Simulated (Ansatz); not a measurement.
Here is a crystal structure:

```
Ti Al
1.0
     2.79464    0.00000    0.00000
     0.00000    2.79464    0.00000
    -0.24247    0.00000    4.04114
Ti Al
1 1
Direct
  0.50000 0.50000 0.50000
  0.00000 0.00000 0.00000
```

Question: What crystal do these data define?

Answer: Its composition is TiAl. Space group: P2/m (No. 10). Lattice: primitive monoclinic. Content of the cell: 1 Ti, 1 Al (Z = 1). The Ti atoms are each bonded to eight Al and four Ti in a cuboctahedral arrangement (2.77 to 2.89 Å to Al, 2.79 Å to Ti). Al bonds to eight Ti and four Al in a cuboctahedral arrangement (2.77 to 2.89 Å to Ti, 2.79 Å to Al). The bonds build a three-dimensional framework.

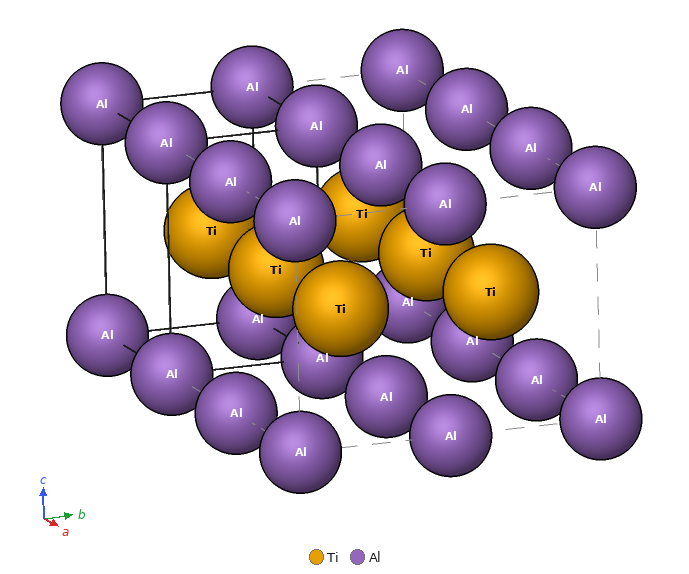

View slightly off an axis, drawn as a spheres-only model. The conventional unit cell (solid box) is repeated to 3×2×1 cells. Colours: titanium orange, aluminium purple.

Its origin is a structure listed in the Materials Project. The cell was then strained or its atoms displaced on purpose. It went into a calculation with Ansatz.
